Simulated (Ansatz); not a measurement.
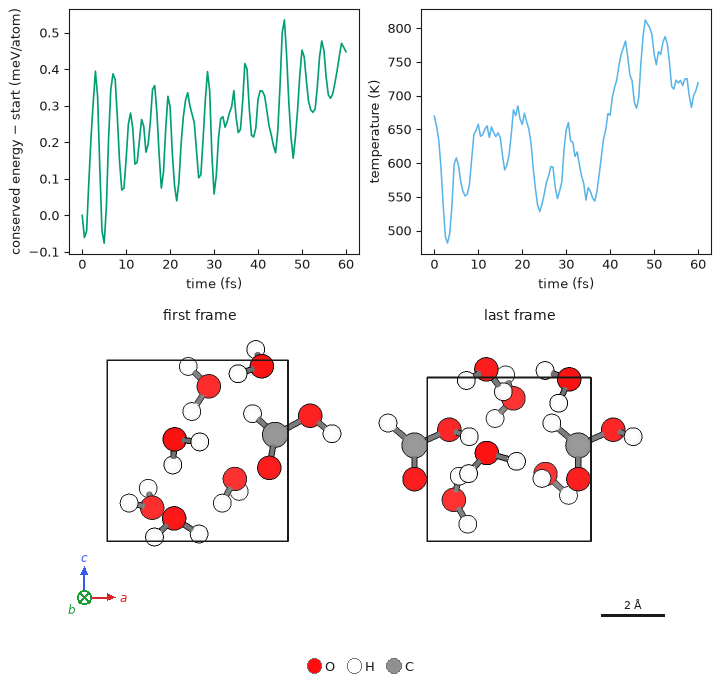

A Born-Oppenheimer molecular dynamics run of a periodic cell with 6 H2O + 1 HCOOH at 1.316 g/cm³, 60 fs long. It starts from the last geometry of an earlier run, with fresh velocities. The picture is a ball-and-stick view of the simulation cell, seen along the b axis.

These are results of DFT r2SCAN-D3(BJ), scalar-relativistic, plane waves, PAW (Ansatz), not measurements. Set-up: plane-wave cutoff 500 eV; k-point mesh 1 × 1 × 1; Fermi-Dirac smearing 0.05 eV; low-accuracy preset; Langevin thermostat and barostat (NPT); set temperature 700 K; time step 0.5 fs; friction 0.005 per fs; target pressure 10 GPa.

Question: Check the integration.

Answer: The conserved quantity stays between −0.076 and 0.54 meV per atom of its start. A straight-line fit has a slope that amounts to +0.25 meV per atom over 60 fs (0.3 % of the mean kinetic energy), and the ripple about it is 1.0 % of the kinetic energy's fluctuation. With a drift under 2 % and a ripple under 7 %, the integration is accurate. The mean temperature in the second half is 693 K (standard deviation 75 K). The potential energy is still drifting at the end, so the run hasn't reached equilibrium. The potential energy in the second half lies on average 31.0 meV per atom above the first frame. The mean pressure there is 6.8 GPa. The volume ends −25.7 % from the start.

Limits of the set-up: the program's low-accuracy preset was used; the periodic images lie only 5.8 Å apart, so the values are limited by the cell's size.
